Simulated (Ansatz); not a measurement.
## Run report: Zn6S5 (charge +1), geometry relaxation (part 2 of 3)

The same run, continued: Zn6S5 (defect cell, 11 atoms in the cell, total charge +1); DFT PBE, scalar-relativistic, plane waves, PAW, spin-polarised (Ansatz 0.2.0); cutoff 420 eV, 2×2×2 k-mesh, Gaussian smearing of 0.01 eV, collinear spins. The structure derives from a Materials Project entry. It belongs to a series of runs on one base structure; here: S vacancy (site b), charge +1, atoms relaxed at the host's cell.

Geometry of the input (Å; fractional positions):
```
0.0000  0.0000  -6.3046
-5.7661  -3.3291  0.0000
0.0000  6.6581  0.0000
Zn 0.9489  0.6667  0.6667
Zn 1.0070  1.0000  0.3333
Zn 1.0070  0.3333  1.0000
Zn 0.5109  0.3684  0.3684
Zn 0.5109  0.6667  0.9650
Zn 0.5109  0.9650  0.6667
S  0.6263  1.0000  0.3333
S  0.6263  0.3333  1.0000
S  0.1255  0.3444  0.3444
S  0.1255  0.6667  0.9889
S  0.1255  0.9889  0.6667
```

What the program printed, continued:
```
relax step   5: F+E_penalty+E_count = -24436.40817735 eV  Δ(F+E_penalty+E_count) = -1.170e-2 eV  max|allowed force component| = 9.241e-2 eV/Å  Δτ_max = 0.0956 Å  (8 SCF iters, dr2 threshold 2.21e-6 eV, accepted)
preconditioner: auto → Resta (q_TF=auto, 2.358 Å⁻¹)  ε∞=6.5  [insulator: Δε(μ)=0.238 eV  Ē_g=10.227 eV  σ=0.010 eV  W_gap=0.67  n_scr=58 (ndim 8)  ℏωp=24.0 eV  f_vac=0.081  D(μ)=19.28/eV (n_scr^D=216)  ε∞_Penn≈6.5]
spin=Collinear: Resta preconditioning applied to the charge; magnetization (m = ρ↑ − ρ↓) channel mixes plain (no charge-response kernel on spin).
SCF 6 converged in 9 iterations: F = -24436.421048 eV  dr2 = 8.58e-8
relax step   6: F+E_penalty+E_count = -24436.42104761 eV  Δ(F+E_penalty+E_count) = -1.287e-2 eV  max|allowed force component| = 5.694e-2 eV/Å  Δτ_max = 0.1971 Å  (9 SCF iters, dr2 threshold 1.29e-6 eV, accepted)
preconditioner: auto → Resta (q_TF=auto, 2.358 Å⁻¹)  ε∞=6.5  [insulator: Δε(μ)=0.249 eV  Ē_g=10.208 eV  σ=0.010 eV  W_gap=0.67  n_scr=58 (ndim 8)  ℏωp=24.0 eV  f_vac=0.085  D(μ)=19.28/eV (n_scr^D=216)  ε∞_Penn≈6.5]
spin=Collinear: Resta preconditioning applied to the charge; magnetization (m = ρ↑ − ρ↓) channel mixes plain (no charge-response kernel on spin).
SCF 7 converged in 7 iterations: F = -24436.421761 eV  dr2 = 4.70e-8
relax step   7: F+E_penalty+E_count = -24436.42176094 eV  Δ(F+E_penalty+E_count) = -7.133e-4 eV  max|allowed force component| = 3.187e-2 eV/Å  Δτ_max = 0.0143 Å  (7 SCF iters, dr2 threshold 1.23e-6 eV, accepted)
SCF iter   1: F=—  HF=-24436.422374 eV  |F-HF|=—  |Δ(HF+E_count)|=         —  Δρ=6.43e-4 (↑1.93e-4 ↓6.43e-4)  dr2=8.08e-4  dr2_m=2.01e-4  M=0.500 μB ∫|m|=0.517 μB  β_m=0.30  ethr=7.60e-6  ⟨swp⟩=3.2  Hψ=1152  notcnv=0  defer=42
preconditioner: auto → Resta (q_TF=auto, 2.358 Å⁻¹)  ε∞=6.5  [insulator: Δε(μ)=0.250 eV  Ē_g=10.205 eV  σ=0.010 eV  W_gap=0.67  n_scr=58 (ndim 8)  ℏωp=24.0 eV  f_vac=0.083  D(μ)=19.28/eV (n_scr^D=216)  ε∞_Penn≈6.5]
spin=Collinear: Resta preconditioning applied to the charge; magnetization (m = ρ↑ − ρ↓) channel mixes plain (no charge-response kernel on spin).
SCF iter   2: F=—  HF=-24436.422227 eV  |F-HF|=—  |Δ(HF+E_count)|=   1.47e-4  Δρ=4.41e-4 (↑1.29e-4 ↓4.41e-4)  dr2=3.48e-4  dr2_m=9.95e-5  M=0.500 μB ∫|m|=0.517 μB  β_m=0.59  ethr=8.00e-7  ⟨swp⟩=1.0  Hψ=576  notcnv=0  defer=42
SCF iter   3: F=—  HF=-24436.422136 eV  |F-HF|=—  |Δ(HF+E_count)|=   9.11e-5  Δρ=4.19e-5 (↑3.87e-5 ↓4.19e-5)  dr2=1.17e-5  dr2_m=7.64e-7  M=0.500 μB ∫|m|=0.517 μB  β_m=0.57  ethr=3.44e-7  ⟨swp⟩=2.0  Hψ=854  notcnv=0  defer=42
SCF iter   4: F=—  HF=-24436.422075 eV  |F-HF|=—  |Δ(HF+E_count)|=   6.14e-5  Δρ=1.77e-5 (↑1.77e-5 ↓1.65e-5)  dr2=4.12e-6  dr2_m=1.70e-7  M=0.500 μB ∫|m|=0.517 μB  β_m=0.68  ethr=1.16e-8  ⟨swp⟩=2.0  Hψ=814  notcnv=0  defer=42
SCF iter   5: F=—  HF=-24436.422075 eV  |F-HF|=—  |Δ(HF+E_count)|=   1.80e-7  Δρ=6.61e-6 (↑6.49e-6 ↓6.61e-6)  dr2=9.70e-7  dr2_m=2.10e-8  M=0.500 μB ∫|m|=0.517 μB  β_m=0.84  ethr=4.08e-9  ⟨swp⟩=2.2  Hψ=820  notcnv=0  defer=42
iter 6 did not close the SCF: its close was put off for a magnetic moment that had not settled (scf_convergence_deferred on its scf_iter line)
SCF iter   6: F=-24436.422075 eV  HF=-24436.422075 eV  |F-HF|=3.29e-8  |Δ(HF+E_count)|=   6.64e-8  Δρ=2.00e-6 (↑1.78e-6 ↓2.00e-6)  dr2=9.46e-8  dr2_m=6.20e-10  M=0.500 μB ∫|m|=0.517 μB  β_m=0.92  ethr=9.90e-11  ⟨swp⟩=11.1  Hψ=3441  notcnv=0
SCF iter   7: F=-24436.422075 eV  HF=-24436.422075 eV  |F-HF|=5.27e-8  |Δ(HF+E_count)|=   1.22e-8  Δρ=2.13e-6 (↑2.13e-6 ↓2.12e-6)  dr2=2.89e-8  dr2_m=6.49e-12  M=0.500 μB ∫|m|=0.517 μB  ethr=9.37e-11  ⟨swp⟩=5.2  Hψ=2974  notcnv=0
SCF 8 converged in 7 iterations: F = -24436.422075 eV  dr2 = 2.89e-8
relax step   8: F+E_penalty+E_count = -24436.42207453 eV  Δ(F+E_penalty+E_count) = -3.136e-4 eV  max|allowed force component| = 6.935e-3 eV/Å  Δτ_max = 0.0080 Å  (7 SCF iters, accepted)
```

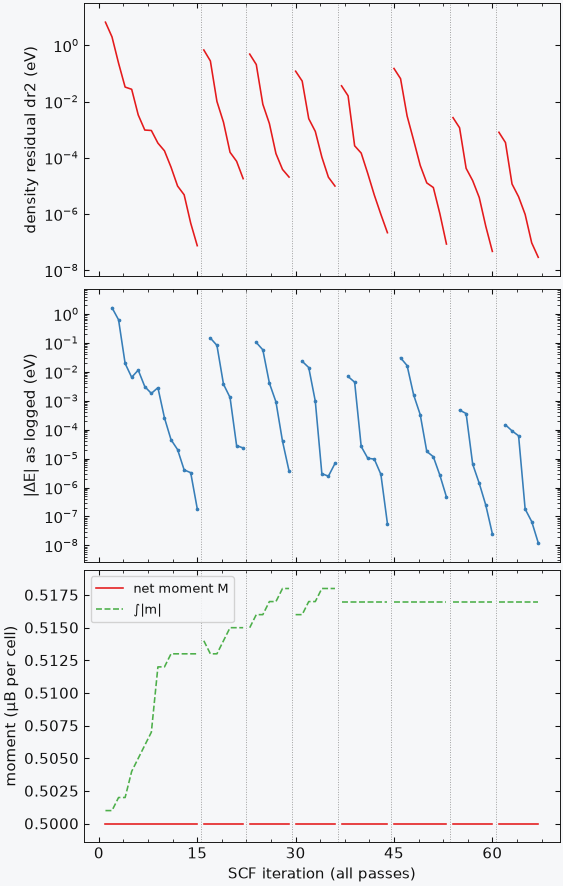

Figure 1. Convergence of the self-consistent field: density residual dr2, size of the energy change and magnetic moment against the SCF iteration. The dotted lines part the SCF passes of the relaxation: geometry steps, rejected trials and re-solves on a re-selected basis. The 8 passes take 7 to 15 iterations each, 67 in all. The net moment stays at 0.5 μB per cell.

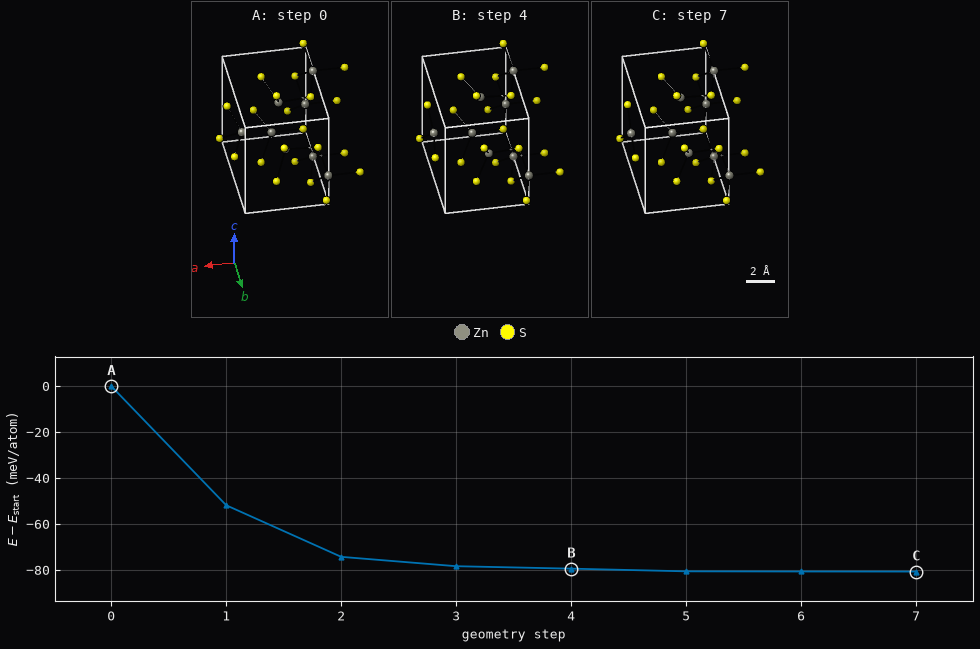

Figure 2. Frames of the relaxation (ball-and-stick view of the cell of the calculation, with bonded neighbours outside it, seen at an oblique angle) above the curves, on which the letters mark them (the first geometry is step 0 here and step 1 in the log).

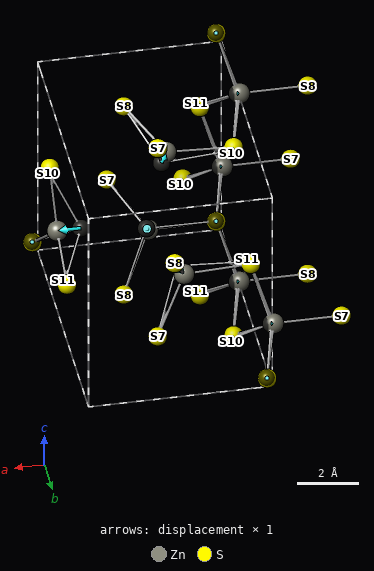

Figure 3. Start (faint) and end (solid) with the displacements as teal arrows, at true length (ball-and-stick view of the cell of the calculation, with bonded neighbours outside it, seen at an oblique angle). The energy falls by 80.7 meV per atom in 7 geometry steps. Largest force component: 1.1 eV/Å at the start, 0.0069 eV/Å at the end. The atom that moves furthest is Zn1 (0.81 Å). Largest moves by element: Zn 0.81 Å, S 0.12 Å. The cell stays as it was. Among the contacts that change: Zn1–S10 2.417 → 2.271 Å, Zn4–S7 2.455 → 2.324 Å, Zn4–S9 2.435 → 2.313 Å, Zn2–S7 2.400 → 2.334 Å. Among the angles that change: S9–Zn1–S10 100.5° → 118.7°, Zn1–S9–Zn4 113.7° → 99.1°, S7–Zn5–S8 103.1° → 111.6°. (Atoms are counted from 1 in the order of the input.)

```
SCF converged after 7 iterations
Magnetization: 0.5000 μB (50.7500 up, 50.2500 down)
Absolute magnetization: 0.5184 μB (∫|ρ↑−ρ↓|, with the PAW one-centre terms)
Spin contamination: 0.0015 ħ² per cell (⟨S²⟩ above its minimum at these occupations)
Per-site moments (μB) at R_I (Å): [(0.004306941968303939, 0.936625033043178), (0.0017957564329358889, 0.962613244188758), (0.0017957564329357258, 0.962613244188758), (0.016417749363272022, 0.9540186288579865), (0.016417749363272203, 0.9540186288579865), (0.016417749363272, 0.9540186288579866), (0.011901796773153128, 0.9587462710448319), (0.01190179677315297, 0.9587462710448323), (0.011728027354230234, 0.9366250330431788), (0.01172802735423067, 0.9366250330431786), (0.011728027354230319, 0.936625033043178)]
Free energy (F): -24436.422075 eV
Harris-Foulkes:  -24436.422075 eV  (|F-HF|=5.27e-8)
Internal energy: -24436.421110 eV  (E = F + TS)
E sigma→0 (E₀):  -24436.421592 eV
Entropy (-TS):   -0.000964 eV (-0.088 meV/atom)
Fermi energy:    6.497525 eV
--- Per-component energies (eV) ---
  E_band       = -84.642179
  E_kinetic    = 1308.371189
  E_local      = -12847.188079  (includes V_loc(G=0)·N_el)
  E_nonlocal   = 3825.808482
  E_hartree    = 5385.584904
  E_xc         = -1296.958907
  E_vxc        = -733.501463  (∫ρ·V_xc dr)
  E_paw        = -13970.463444  (= ΣΔE_a)
  E_vpaw       = -2409.310454  (= ΣTr[D̂ρ^β])
  E_aug_tail   = -0.002172  (compensation charges beyond the density's cutoff)
  E_ewald      = -6841.573084
  E_smearing   = -0.000964  (= −TS)
  E_closure    = -0.000000  (closes the sum)
  E_deformation_potential = 10.622281  (in the stress; not in F)
  Σ components = -24436.422075   (vs F -24436.422075, Δ=0.00e0)
--- Forces (eV/Å), atoms counted from 1 ---
  atom   1  Zn     0.00000000     0.00000000    -0.00021783
  atom   2  Zn     0.00000000     0.00000000    -0.00261990
  atom   3  Zn    -0.00000000     0.00000000    -0.00261990
  atom   4  Zn     0.00025333    -0.00014626     0.00424647
  atom   5  Zn     0.00000000     0.00029252     0.00424647
  atom   6  Zn    -0.00025333    -0.00014626     0.00424647
  atom   7  S      0.00000000    -0.00000000    -0.00215210
  atom   8  S     -0.00000000     0.00000000    -0.00215210
  atom   9  S     -0.00600565     0.00346736    -0.00099192
  atom  10  S     -0.00000000    -0.00693473    -0.00099192
  atom  11  S      0.00600565     0.00346736    -0.00099192
  max |Σ_I F_I| component: 1.81e-6 eV/Å
--- Charged-cell corrections in eV (Makov–Payne, q = +1.000 e, ε = [9.001, 9.001, 9.607]) ---
  F (periodic)     = -24436.422075  (uncorrected; the corrections below are reported, never added to it)
  E_corr1          = +0.359257  (monopole, q²α_M/2ε̄L, of the cell on which ε is isotropic)
  F Makov-Payne    = -24436.062818  (F + E_corr1; no measured alignment; for a localised charge, not one spread in a band: unchecked)
  no potential alignment in this run, which stands beside a crystal: run the host's input off ansatz write-host-input, and read the two finished runs by ansatz place-levels (neither reads a slab, a wire or a sheet, whose cell leaves a vacuum)
--- Band table (eV; the first three rows and the last of 8) ---
  k-point 0 ↑: bands = ["-8.3828", "-7.6060", "-7.4248", "-7.4248", "-7.4244", "-1.6847", "-1.6847", "-1.6227", "-1.6108", "-1.6108", "-1.5355", "-1.4995", "-1.4995", "-1.4625", "-1.4625", "-1.3829", "-1.2776", "-1.2776", "-1.2464", "-1.2464", "-1.2354", "-1.2282", "-1.1993", "-1.1770", "-1.1770", "-1.1564", "-1.1564", "-1.0833", "-1.0833", "-1.0550", "-1.0550", "-0.9284", "-0.8946", "-0.7737", "-0.7737", "-0.4256", "0.4324", "0.4841", "0.6317", "0.6317", "1.4935", "1.4935", "2.3020", "2.5346", "2.5346", "3.0571", "3.0571", "3.9132", "4.2540", "4.2540", "5.1947", "7.4839", "8.3702", "8.3702", "8.8472", "9.4335", "9.4335", "10.1127", "10.5631", "11.0955", "11.0955", "11.7711"]
  k-point 1 ↑: bands = ["-8.0507", "-7.8908", "-7.5880", "-7.4188", "-7.3705", "-1.7073", "-1.7017", "-1.6536", "-1.5878", "-1.5669", "-1.5665", "-1.5454", "-1.5319", "-1.4739", "-1.4480", "-1.3876", "-1.3693", "-1.3398", "-1.3051", "-1.2974", "-1.2462", "-1.2285", "-1.2231", "-1.1829", "-1.1811", "-1.1502", "-1.1493", "-1.1176", "-1.0983", "-1.0853", "-1.0367", "-1.0104", "-0.8776", "-0.8397", "-0.7905", "-0.0542", "0.1413", "0.5184", "0.9314", "1.5096", "1.6693", "1.8519", "2.1803", "2.2229", "2.6502", "2.9460", "3.1968", "3.4812", "3.8414", "3.9388", "6.5006", "7.4782", "7.9367", "8.3318", "8.6002", "9.3871", "9.4383", "10.0303", "10.5115", "10.5863", "10.8413", "10.8707"]
  k-point 2 ↑: bands = ["-8.1315", "-7.9026", "-7.4134", "-7.4134", "-7.4114", "-1.6848", "-1.6848", "-1.6083", "-1.5970", "-1.5814", "-1.5814", "-1.5701", "-1.5701", "-1.4793", "-1.4776", "-1.4196", "-1.4196", "-1.3617", "-1.3617", "-1.2526", "-1.2526", "-1.2339", "-1.2314", "-1.1877", "-1.1877", "-1.1541", "-1.1541", "-1.1136", "-1.1136", "-1.0949", "-1.0521", "-1.0521", "-0.8130", "-0.7621", "-0.7621", "-0.0454", "0.1740", "0.5062", "0.5062", "1.4848", "1.5688", "1.5688", "2.2664", "2.5623", "2.5623", "3.2486", "3.4841", "3.4841", "4.1667", "4.1667", "5.8733", "7.6956", "8.3807", "8.3807", "8.7948", "9.1512", "9.8150", "9.8150", "10.3223", "11.1552", "11.1552", "11.2565"]
  k-point 3 ↓: bands = ["-7.7430", "-7.7373", "-7.7220", "-7.5634", "-7.4788", "-1.7341", "-1.7008", "-1.6371", "-1.6190", "-1.6057", "-1.5820", "-1.5640", "-1.5582", "-1.4683", "-1.4667", "-1.4484", "-1.3868", "-1.3835", "-1.3553", "-1.3098", "-1.2689", "-1.2650", "-1.2331", "-1.1464", "-1.1377", "-1.1258", "-1.1062", "-1.1032", "-1.0977", "-1.0593", "-1.0461", "-1.0231", "-1.0037", "-0.9721", "-0.8771", "-0.0623", "0.3949", "0.8157", "1.1505", "1.3662", "1.6390", "2.8838", "2.9166", "2.9647", "3.0195", "3.0319", "3.0571", "3.1554", "3.1841", "3.2779", "6.5995", "7.9473", "8.1350", "8.2912", "8.9507", "9.2279", "9.4537", "9.7298", "10.2961", "10.3479", "10.4436", "10.5539"]
--- Relaxed structure (8 steps of the walk, 8 accepted, 0 SCFs on fresh bases) ---
  F+E_penalty+E_count = -24436.42207453 eV   max|allowed force component| = 6.935e-3 eV/Å
  atoms:
    - { symbol: Zn, position: [1.077412484299874, 0.6666666666666666, 0.6666666666666667] }
    - { symbol: Zn, position: [0.9937808901074499, 0.9999999999999999, 0.33333333333333337] }
    - { symbol: Zn, position: [0.9937808901074499, 0.33333333333333337, 0.9999999999999999] }
    - { symbol: Zn, position: [0.4853260398729592, 0.31285827655817533, 0.3128582765581753] }
    - { symbol: Zn, position: [0.4853260398729592, 0.6666666666666669, 1.0204750567751582] }
    - { symbol: Zn, position: [0.4853260398729592, 1.020475056775158, 0.6666666666666667] }
    - { symbol: S, position: [0.6236397339012669, 0.9999999999999999, 0.33333333333333337] }
    - { symbol: S, position: [0.6236397339012669, 0.33333333333333337, 0.9999999999999999] }
    - { symbol: S, position: [0.11883382478793837, 0.3279015331274874, 0.3279015331274874] }
    - { symbol: S, position: [0.11883382478793837, 0.6666666666666666, 1.005431800205846] }
    - { symbol: S, position: [0.11883382478793837, 1.0054318002058455, 0.6666666666666667] }
--- Löwdin populations: 11 sites ---
  site symbol       q [e]    m [muB]
     0     Zn     10.7360     0.0072
     1     Zn     10.6948     0.0003
     2     Zn     10.6948     0.0003
     3     Zn     10.8344     0.0554
     4     Zn     10.8344     0.0554
     5     Zn     10.8344     0.0554
     6      S      7.0100     0.0168
     7      S      7.0100     0.0168
     8      S      7.0219     0.0140
     9      S      7.0219     0.0140
    10      S      7.0219     0.0140
  spilling = 0.012727 (of n_electrons = 101.000000)
```
